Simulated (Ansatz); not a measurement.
**Geometry relaxation, with input and output: Zn$_{21}$S$_{20}$ (charge +1) (part 3 of 3)**

The same run, continued: Zn$_{21}$S$_{20}$ (defect cell, 41 atoms in the cell, total charge +1); DFT PBE, scalar-relativistic, plane waves, PAW, spin-polarised (Ansatz 0.2.0); cutoff 420 eV, 2×2×2 k-mesh, Gaussian smearing of 0.01 eV, collinear spins. The structure derives from a Materials Project entry. It belongs to a series of runs on one base structure; here: S vacancy (site a), charge +1, atoms relaxed at the host's cell, started again with a moment of 3 μB.

Output, continued
```
--- Relaxed structure (2 steps of the walk, 2 accepted, 0 SCFs on fresh bases) ---
  F+E_penalty+E_count = -87777.87705665 eV   max|allowed force component| = 1.777e-2 eV/Å
  atoms:
    - { symbol: Zn, position: [-0.0002873743666667039, -0.0002873743666666484, 1.0008621231] }
    - { symbol: Zn, position: [0.28521857970000014, 0.14103487330000003, 0.9998584839999999] }
    - { symbol: Zn, position: [0.5738880630000001, 0.2852185796999999, 0.999858484] }
    - { symbol: Zn, position: [0.14103487330000009, 0.5738880629999998, 0.999858484] }
    - { symbol: Zn, position: [0.8576825822666665, 0.4285193771666665, 0.9997636302] }
    - { symbol: Zn, position: [0.42851937716666655, 0.7140344103666665, 0.9997636302000001] }
    - { symbol: Zn, position: [0.7140344103666668, 0.8576825822666663, 0.9997636302000001] }
    - { symbol: Zn, position: [0.7775216887999999, 0.7775216888, 0.6674349336] }
    - { symbol: Zn, position: [0.06189628983333348, 0.920947660633333, 0.6692466021] }
    - { symbol: Zn, position: [0.3479094474333334, 0.061896289833333284, 0.6692466021] }
    - { symbol: Zn, position: [0.9209476606333334, 0.3479094474333333, 0.6692466021000001] }
    - { symbol: Zn, position: [0.6470191798000001, 0.18591543089999998, 0.6735352278] }
    - { symbol: Zn, position: [0.18591543090000012, 0.4935301615, 0.6735352278] }
    - { symbol: Zn, position: [0.4935301615000002, 0.6470191798, 0.6735352277999999] }
    - { symbol: Zn, position: [0.5640546802666667, 0.5640546802666667, 0.30783595919999995] }
    - { symbol: Zn, position: [0.8436963141, 0.6977498781999999, 0.3328147636] }
    - { symbol: Zn, position: [0.12573904410000009, 0.8436963141, 0.3328147636] }
    - { symbol: Zn, position: [0.6977498782, 0.12573904410000003, 0.33281476360000006] }
    - { symbol: Zn, position: [0.4108197429666666, 0.9859852565666665, 0.3324188991] }
    - { symbol: Zn, position: [0.9859852565666669, 0.2707761013666666, 0.3324188991] }
    - { symbol: Zn, position: [0.27077610136666663, 0.41081974296666657, 0.3324188991] }
    - { symbol: S, position: [0.9165663831333334, 0.9165663831333332, 0.2503008506] }
    - { symbol: S, position: [0.20198266779999996, 0.0603026723, 0.2492134316] }
    - { symbol: S, position: [0.4885012282999999, 0.20198266779999993, 0.24921343160000003] }
    - { symbol: S, position: [0.06030267230000011, 0.4885012282999998, 0.2492134316] }
    - { symbol: S, position: [0.7749157, 0.34275735919999994, 0.2514904961] }
    - { symbol: S, position: [0.3427573592, 0.6308364446999999, 0.2514904961] }
    - { symbol: S, position: [0.6308364446999999, 0.7749156999999999, 0.2514904961] }
    - { symbol: S, position: [0.7594715175, 0.6133935939999999, 0.5828127615] }
    - { symbol: S, position: [0.04432212700000013, 0.7594715174999999, 0.5828127615] }
    - { symbol: S, position: [0.6133935940000002, 0.04432212700000007, 0.5828127614999999] }
    - { symbol: S, position: [0.32804545930000006, 0.9008299385999998, 0.5824234090999999] }
    - { symbol: S, position: [0.9008299385999999, 0.18870119299999985, 0.5824234091] }
    - { symbol: S, position: [0.188701193, 0.3280454592999999, 0.5824234091] }
    - { symbol: S, position: [0.6943449530666668, 0.6943449530666667, 0.9169651408] }
    - { symbol: S, position: [0.9788644476333336, 0.8384432517333333, 0.9169552337000001] }
    - { symbol: S, position: [0.2657370669333334, 0.9788644476333334, 0.9169552337] }
    - { symbol: S, position: [0.8384432517333336, 0.2657370669333332, 0.9169552337] }
    - { symbol: S, position: [0.5497991213999999, 0.12483045399999992, 0.9170962950000001] }
    - { symbol: S, position: [0.12483045399999998, 0.4082741295999999, 0.9170962950000001] }
    - { symbol: S, position: [0.4082741296, 0.5497991213999999, 0.917096295] }
--- Löwdin populations: 41 sites ---
  site symbol       q [e]    m [muB]
     0     Zn     10.7211    -0.0002
     1     Zn     10.7190    -0.0006
     2     Zn     10.7190    -0.0006
     3     Zn     10.7190    -0.0006
     4     Zn     10.7283     0.0011
     5     Zn     10.7283     0.0011
     6     Zn     10.7283     0.0011
     7     Zn     10.7312     0.0018
     8     Zn     10.7227     0.0004
     9     Zn     10.7227     0.0004
    10     Zn     10.7227     0.0004
    11     Zn     10.8312     0.0745
    12     Zn     10.8312     0.0745
    13     Zn     10.8312     0.0745
    14     Zn     10.8074     0.0543
    15     Zn     10.7173    -0.0004
    16     Zn     10.7173    -0.0004
    17     Zn     10.7173    -0.0004
    18     Zn     10.7174    -0.0004
    19     Zn     10.7174    -0.0004
    20     Zn     10.7174    -0.0004
    21      S      7.0691     0.0001
    22      S      7.0684     0.0002
    23      S      7.0684     0.0002
    24      S      7.0684     0.0002
    25      S      7.0607     0.0114
    26      S      7.0607     0.0114
    27      S      7.0607     0.0114
    28      S      7.0590     0.0139
    29      S      7.0590     0.0139
    30      S      7.0590     0.0139
    31      S      7.0588     0.0136
    32      S      7.0588     0.0136
    33      S      7.0588     0.0136
    34      S      7.0714     0.0013
    35      S      7.0657     0.0009
    36      S      7.0657     0.0009
    37      S      7.0657     0.0009
    38      S      7.0597     0.0141
    39      S      7.0597     0.0141
    40      S      7.0597     0.0141
  spilling = 0.011254 (of n_electrons = 371.000000)
```

File populations.tsv
```
# site	symbol	l	j	q_up	q_dn
# orbitals = lowdin
# n_electrons = 371.000000
# spilling = 0.011254
0	Zn	0_4S	-	0.372260	0.372429
0	Zn	2_3D	-	4.988205	4.988189
1	Zn	0_4S	-	0.371050	0.371761
1	Zn	2_3D	-	4.988124	4.988031
2	Zn	0_4S	-	0.371050	0.371761
2	Zn	2_3D	-	4.988124	4.988031
3	Zn	0_4S	-	0.371050	0.371761
3	Zn	2_3D	-	4.988124	4.988031
4	Zn	0_4S	-	0.376245	0.375411
4	Zn	2_3D	-	4.988460	4.988165
5	Zn	0_4S	-	0.376245	0.375411
5	Zn	2_3D	-	4.988460	4.988165
6	Zn	0_4S	-	0.376245	0.375411
6	Zn	2_3D	-	4.988460	4.988165
7	Zn	0_4S	-	0.378088	0.376803
7	Zn	2_3D	-	4.988409	4.987935
8	Zn	0_4S	-	0.373537	0.373355
8	Zn	2_3D	-	4.987996	4.987793
9	Zn	0_4S	-	0.373537	0.373355
9	Zn	2_3D	-	4.987996	4.987793
10	Zn	0_4S	-	0.373537	0.373355
10	Zn	2_3D	-	4.987996	4.987793
11	Zn	0_4S	-	0.465201	0.390806
11	Zn	2_3D	-	4.987668	4.987541
12	Zn	0_4S	-	0.465201	0.390806
12	Zn	2_3D	-	4.987668	4.987541
13	Zn	0_4S	-	0.465201	0.390806
13	Zn	2_3D	-	4.987668	4.987541
14	Zn	0_4S	-	0.443720	0.389591
14	Zn	2_3D	-	4.987137	4.986991
15	Zn	0_4S	-	0.370391	0.370830
15	Zn	2_3D	-	4.988086	4.988004
16	Zn	0_4S	-	0.370391	0.370830
16	Zn	2_3D	-	4.988086	4.988004
17	Zn	0_4S	-	0.370391	0.370830
17	Zn	2_3D	-	4.988086	4.988004
18	Zn	0_4S	-	0.370434	0.370924
18	Zn	2_3D	-	4.988065	4.987989
19	Zn	0_4S	-	0.370434	0.370924
19	Zn	2_3D	-	4.988065	4.987989
20	Zn	0_4S	-	0.370434	0.370924
20	Zn	2_3D	-	4.988065	4.987989
21	S	0_3S	-	0.927943	0.928169
21	S	1_3P	-	2.606664	2.606323
22	S	0_3S	-	0.927817	0.928065
22	S	1_3P	-	2.606472	2.606061
23	S	0_3S	-	0.927817	0.928065
23	S	1_3P	-	2.606472	2.606061
24	S	0_3S	-	0.927817	0.928065
24	S	1_3P	-	2.606472	2.606061
25	S	0_3S	-	0.930566	0.929277
25	S	1_3P	-	2.605480	2.595367
26	S	0_3S	-	0.930566	0.929277
26	S	1_3P	-	2.605480	2.595367
27	S	0_3S	-	0.930566	0.929277
27	S	1_3P	-	2.605480	2.595367
28	S	0_3S	-	0.931657	0.930034
28	S	1_3P	-	2.604785	2.592538
29	S	0_3S	-	0.931657	0.930034
29	S	1_3P	-	2.604785	2.592538
30	S	0_3S	-	0.931657	0.930034
30	S	1_3P	-	2.604785	2.592538
31	S	0_3S	-	0.931507	0.929906
31	S	1_3P	-	2.604675	2.592684
32	S	0_3S	-	0.931507	0.929906
32	S	1_3P	-	2.604675	2.592684
33	S	0_3S	-	0.931507	0.929906
33	S	1_3P	-	2.604675	2.592684
34	S	0_3S	-	0.929547	0.929662
34	S	1_3P	-	2.606785	2.605362
35	S	0_3S	-	0.927773	0.927953
35	S	1_3P	-	2.605538	2.604482
36	S	0_3S	-	0.927773	0.927953
36	S	1_3P	-	2.605538	2.604482
37	S	0_3S	-	0.927773	0.927953
37	S	1_3P	-	2.605538	2.604482
38	S	0_3S	-	0.930962	0.929140
38	S	1_3P	-	2.605911	2.593664
39	S	0_3S	-	0.930962	0.929140
39	S	1_3P	-	2.605911	2.593664
40	S	0_3S	-	0.930962	0.929140
40	S	1_3P	-	2.605911	2.593664
```

Trajectory as extended XYZ (Å, eV, eV/Å), 2 frames, from step=1 to step=2
```
41
Lattice="9.6155 -3.3309 0.0000 7.6924 6.6618 0.0000 5.7693 1.1103 9.4493" Properties=species:S:1:pos:R:3:forces:R:3 step=1 energy=-87777.87706
Zn    5.7693    1.1103    9.4574    0.0000   0.0000   0.0089
Zn    9.5959    1.0997    9.4480   -0.0004   0.0002   0.0093
Zn   13.4807    1.0987    9.4480    0.0000  -0.0004   0.0093
Zn   11.5392    4.4635    9.4480    0.0004   0.0002   0.0093
Zn   17.3113    1.1079    9.4471   -0.0025  -0.0043   0.0069
Zn   15.3810    4.4395    9.4471   -0.0024   0.0044   0.0069
Zn   19.2314    4.4454    9.4471    0.0050  -0.0001   0.0069
Zn   17.3079    3.3309    6.3068    0.0000   0.0000  -0.0061
Zn   11.5406    6.6721    6.3239    0.0044  -0.0028  -0.0043
Zn    7.6825   -0.0034    6.3239    0.0002   0.0052  -0.0043
Zn   15.3927   -0.0068    6.3239   -0.0046  -0.0024  -0.0043
Zn   11.5374   -0.1688    6.3644    0.0021  -0.0022  -0.0052
Zn    9.4699    3.4164    6.3644   -0.0030  -0.0007  -0.0052
Zn   13.6085    3.4143    6.3644    0.0009   0.0030  -0.0052
Zn   11.5386    2.2206    2.9088    0.0000   0.0000  -0.0180
Zn   15.4001    2.2075    3.1449    0.0020  -0.0020  -0.0040
Zn    9.6192    5.5713    3.1449    0.0007   0.0027  -0.0040
Zn    9.5966   -1.1170    3.1449   -0.0027  -0.0007  -0.0040
Zn   13.4527    5.5691    3.1411   -0.0005   0.0021  -0.0017
Zn   13.4815   -1.1113    3.1411    0.0020  -0.0006  -0.0017
Zn    7.6817    2.2040    3.1411   -0.0015  -0.0014  -0.0017
S    17.3079    3.3309    2.3652    0.0000   0.0000   0.0018
S     3.8438    0.0056    2.3549   -0.0003  -0.0008  -0.0007
S     7.6887   -0.0049    2.3549    0.0008   0.0001  -0.0007
S     5.7754    3.3301    2.3549   -0.0005   0.0007  -0.0007
S    11.5388   -0.0186    2.3764    0.0023   0.0050   0.0051
S     9.5994    3.3401    2.3764    0.0031  -0.0045   0.0051
S    13.4777    3.3403    2.3764   -0.0055  -0.0005   0.0051
S    15.3836    2.2037    5.5072   -0.0056   0.0030  -0.0007
S     9.6308    5.5589    5.5072    0.0002  -0.0064  -0.0007
S     9.6015   -1.1008    5.5072    0.0054   0.0034  -0.0007
S    13.4441    5.5551    5.5035   -0.0066   0.0001   0.0011
S    13.4737   -1.0968    5.5035    0.0034   0.0057   0.0011
S     7.6981    2.2035    5.5035    0.0032  -0.0058   0.0011
S    17.3079    3.3309    8.6647    0.0000   0.0000  -0.0038
S    21.1521    3.3431    8.6646   -0.0014   0.0007  -0.0004
S    15.3752    6.6540    8.6646    0.0001  -0.0016  -0.0004
S    15.3964   -0.0044    8.6646    0.0013   0.0009  -0.0004
S    11.5379    0.0185    8.6659    0.0001   0.0013   0.0002
S     9.6319    3.3223    8.6659    0.0011  -0.0007   0.0002
S    13.4461    3.3210    8.6659   -0.0012  -0.0006   0.0002
41
Lattice="9.6155 -3.3309 0.0000 7.6924 6.6618 0.0000 5.7693 1.1103 9.4493" Properties=species:S:1:pos:R:3:forces:R:3 step=2 energy=-87777.87706
Zn    5.7693    1.1103    9.4574    0.0000   0.0000   0.0089
Zn    9.5959    1.0997    9.4480   -0.0004   0.0002   0.0093
Zn   13.4807    1.0987    9.4480    0.0000  -0.0004   0.0093
Zn   11.5392    4.4635    9.4480    0.0004   0.0002   0.0093
Zn   17.3113    1.1079    9.4471   -0.0025  -0.0043   0.0069
Zn   15.3810    4.4395    9.4471   -0.0025   0.0043   0.0069
Zn   19.2314    4.4454    9.4471    0.0050   0.0000   0.0069
Zn   17.3079    3.3309    6.3068    0.0000   0.0000  -0.0062
Zn   11.5406    6.6721    6.3239    0.0044  -0.0028  -0.0043
Zn    7.6825   -0.0034    6.3239    0.0002   0.0052  -0.0043
Zn   15.3927   -0.0068    6.3239   -0.0046  -0.0024  -0.0043
Zn   11.5374   -0.1688    6.3644    0.0021  -0.0021  -0.0053
Zn    9.4699    3.4164    6.3644   -0.0029  -0.0008  -0.0053
Zn   13.6085    3.4143    6.3644    0.0007   0.0029  -0.0053
Zn   11.5386    2.2206    2.9088    0.0000   0.0000  -0.0178
Zn   15.4001    2.2075    3.1449    0.0020  -0.0020  -0.0040
Zn    9.6192    5.5713    3.1449    0.0007   0.0027  -0.0040
Zn    9.5966   -1.1170    3.1449   -0.0027  -0.0007  -0.0040
Zn   13.4527    5.5691    3.1411   -0.0005   0.0020  -0.0017
Zn   13.4815   -1.1113    3.1411    0.0020  -0.0006  -0.0017
Zn    7.6817    2.2040    3.1411   -0.0015  -0.0014  -0.0017
S    17.3079    3.3309    2.3652    0.0000   0.0000   0.0017
S     3.8438    0.0056    2.3549   -0.0003  -0.0008  -0.0007
S     7.6887   -0.0049    2.3549    0.0008   0.0001  -0.0007
S     5.7754    3.3301    2.3549   -0.0005   0.0007  -0.0007
S    11.5388   -0.0186    2.3764    0.0023   0.0050   0.0051
S     9.5994    3.3401    2.3764    0.0032  -0.0045   0.0051
S    13.4777    3.3403    2.3764   -0.0055  -0.0005   0.0051
S    15.3836    2.2037    5.5072   -0.0056   0.0030  -0.0007
S     9.6308    5.5589    5.5072    0.0002  -0.0064  -0.0007
S     9.6015   -1.1008    5.5072    0.0054   0.0034  -0.0007
S    13.4441    5.5551    5.5035   -0.0066   0.0001   0.0011
S    13.4737   -1.0968    5.5035    0.0034   0.0056   0.0011
S     7.6981    2.2035    5.5035    0.0032  -0.0058   0.0011
S    17.3079    3.3309    8.6647    0.0000   0.0000  -0.0038
S    21.1521    3.3431    8.6646   -0.0014   0.0007  -0.0004
S    15.3752    6.6540    8.6646    0.0001  -0.0016  -0.0004
S    15.3964   -0.0044    8.6646    0.0013   0.0009  -0.0004
S    11.5379    0.0185    8.6659    0.0001   0.0013   0.0002
S     9.6319    3.3223    8.6659    0.0011  -0.0007   0.0002
S    13.4461    3.3210    8.6659   -0.0012  -0.0005   0.0002
```

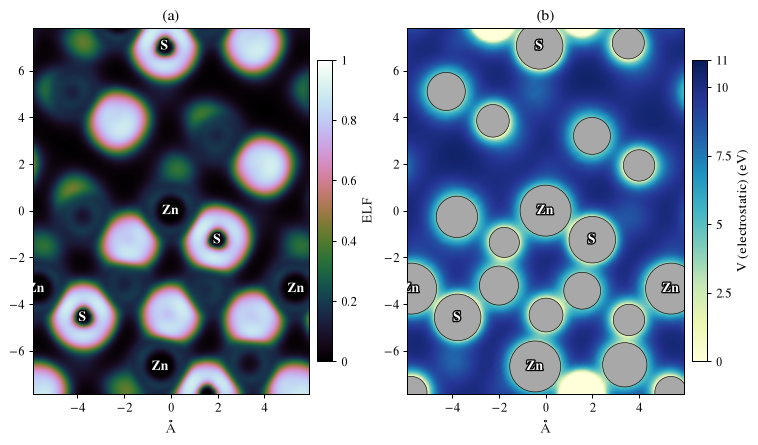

(a) ELF; (b) electrostatic potential (local pseudopotential plus Hartree) felt by an electron on the (11̄0) plane of the calculation cell. Grey discs, where drawn, cover atomic cores. The section cuts through Zn and S sites. Zn–S (2.36 Å): the ELF is about 0.55 at the midpoint; no shared pair; the contact is polar. Outside the cores the potential energy rises away from the atoms and is highest about 2.2 Å from the nearest atoms; outside the discs it spans about 10 eV, and its zero is arbitrary. In a PAW calculation such maps are meaningful between the atoms, not at the nuclei.

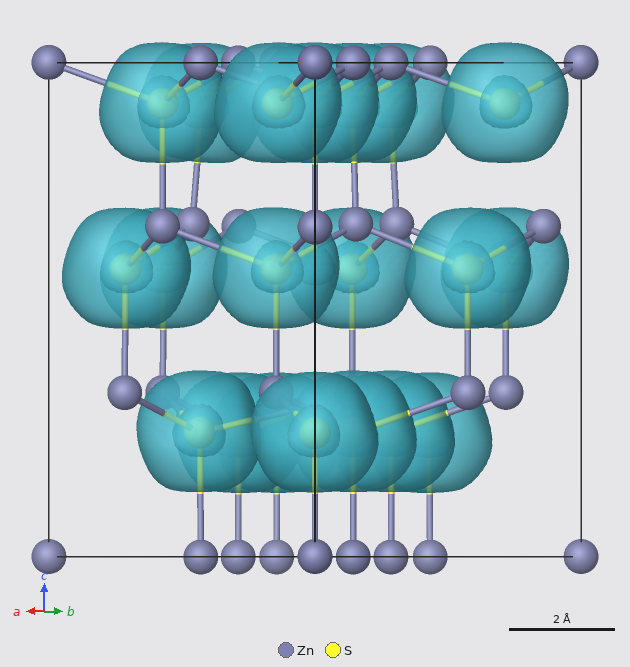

Isosurface of the ELF at 0.65 (cyan), seen along [110]. Core shells and regions of very low density are left out. Sticks mark near contacts. The outline is the calculation cell. Values along the shortest contacts: Zn–S (2.30 Å): the ELF is about 0.55 at the midpoint (no shared pair; the contact is polar). Zn–S (2.34 Å): the ELF is about 0.55 at the midpoint; a polar contact without a shared pair, in a metal.

Results in brief

| quantity | value |
| --- | --- |
| outcome | converged |
| electrons treated | 371 |
| free energy | −87777.8771 eV |
| Fermi energy | 6.823 eV |
| gap on the k-point mesh | none (metallic) |
| net moment of the cell | 0.75 μB |
| integrated absolute moment | 0.79 μB |
| final volume | 847.41 Å³ |
| largest force (length of the vector) at the end | 0.018 eV/Å |
| hardware | 4 threads of Intel Xeon (Granite Rapids), 32 GiB of memory available, shared host |
| wall time | 48 s (CPU time 3.1 min) |
| peak memory | 4.1 GiB |

The cell is charged and computed with a neutralising background, so its energy and pressure depend on the cell and aren't those of a real crystal.
